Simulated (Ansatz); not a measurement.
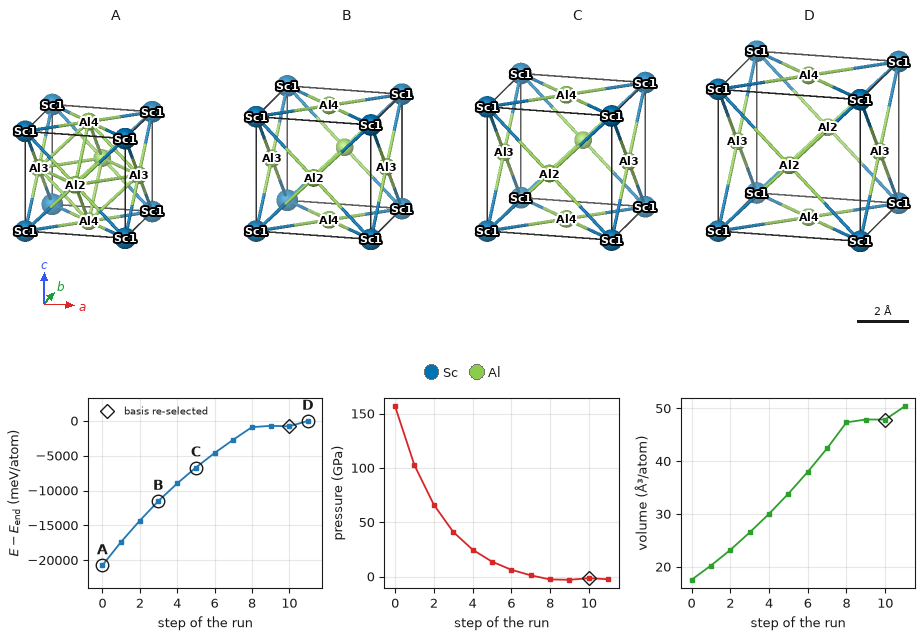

Frames of a relaxation of solid ScAl3 (set up in Pm-3m) (cell charge +10), marked on the history of the run. The picture is a ball-and-stick view of the cell of the calculation, seen slightly off an axis.

Theory: DFT r2SCAN, scalar-relativistic, plane waves, PAW; settings changed in Ansatz 0.2.0.

Input
```yaml
crystal:
  lattice:
    - [4.1242560139, 0.0, 0.0]
    - [0.0, 4.1242560139, 0.0]
    - [0.0, 0.0, 4.1242560139]
  atoms:
    - { symbol: Sc, position: [0.0, 0.0, 0.0] }
    - { symbol: Al, position: [0.5, 0.0, 0.5] }
    - { symbol: Al, position: [0.0, 0.5, 0.5] }
    - { symbol: Al, position: [0.5, 0.5, 0.0] }
basis:
  ecutwfc: 500
kpoints:
  mp_grid: { grid: [10, 10, 10] }
hamiltonian:
  xc: r2scan
scf:
  occupations: { method: gaussian, width: 0.1 }
  max_iter: 75
output:
  forces: true
  eigenvalues: true
  stress: true
relax:
  adjacent_minimum: "off"
  f_tol: 0.008
  max_steps: 50
  cell: { stress_tol: 0.08, p_target: -3.0 }
total_charge: 10
```

Run as
```bash
ansatz run input.yaml --threads 1 --pin off --max-ram 2560MiB --backend cpu --events-out ev --progress --plain --runs-dir out
```

> Describe the path.

The run was cut off at its time limit before the relaxation converged, so the last structure is only a point on the way. The input was poor on purpose: a charge that the system can't hold. The atoms keep their places relative to the cell (all moves are under 0.005 Å). Cell: a = b = c 4.124 → 5.862 Å (+42.1 %). Volume +187.2 %. Near-neighbour distances that change, for instance: Al2–Al3 2.916 → 4.145 Å, Sc1–Al2 2.916 → 4.145 Å. The space group stays Pm-3m (No. 221). Over 10 accepted moves (11 points after the start) the energy rises by 20740 meV per atom. With the target pressure of -3 GPa, the enthalpy E + pV changes by +20125 meV per atom. All forces vanish by symmetry, so only the cell relaxes. The pressure goes from 156.65 to −2.48 GPa. The SCF was repeated once at an unchanged geometry on a basis and grid sized afresh for the cell, which shifted the energy by 60.7 meV per atom at most. From step 0 to 3: volume +51.1 %, energy +9252 meV per atom. From step 3 to 5: volume +27.7 %, energy +4790 meV per atom. From step 5 to 11: volume +48.8 %, energy +6699 meV per atom.

Limits of the set-up: the cell is charged, on a uniform background, and energies carry no finite-size correction.
